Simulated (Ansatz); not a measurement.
Bi

The calculation's input:

```
crystal:
  lattice:
    - [4.6584121839, 0.0, 0.0]
    - [0.0, 4.52638858, 0.0]
    - [-0.3459734563, 0.0, 6.5119480672]
  atoms:
    - { symbol: Bi, position: [0.75011231, 0.75, 0.75111967] }
    - { symbol: Bi, position: [0.24988769, 0.25, 0.24888033] }
    - { symbol: Bi, position: [0.74862508, 0.75, 0.25126662] }
    - { symbol: Bi, position: [0.25137492, 0.25, 0.74873338] }
basis:
  ecutwfc: 420
kpoints:
  mp_grid: { grid: [10, 10, 8] }
hamiltonian:
  xc: pbe
scf:
  occupations: { method: gaussian, width: 0.1 }
output:
  forces: true
  stress: true
  eigenvalues: true
  write_density: true
  write_potential: true
  elf: true
  volumetric_format: npy
relax:
  adjacent_minimum: "off"
  f_tol: 0.005
  max_steps: 80
  cell: { stress_tol: 0.05 }
```

Command:

```sh
ansatz run input.yaml --threads 1 --pin off --max-ram 2560MiB --backend cpu --events-out ev --progress --plain --runs-dir out
```

The fields are those of the relaxed geometry.

Space group Pm-3m; a structure from a database of computed crystals, not necessarily the ambient phase.

Level of theory: Ansatz, DFT PBE, scalar-relativistic, plane waves, PAW.

Question: What can the converged valence pseudo-density and electron localisation function tell about the bonding?

Answer: Bi–Bi (3.27 Å): ρ at the midpoint is about 0.2 e/Å³; the ELF is about 0.40 at the midpoint.

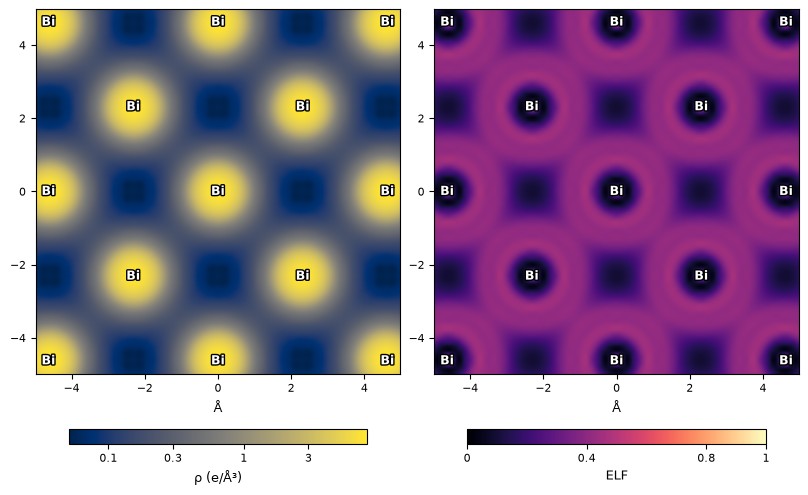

Computed valence pseudo-density and electron localisation function on the (001) plane of the calculation cell, in this order. 

Core electrons are frozen (PAW), and the valence fields are smoothed inside the atomic spheres.
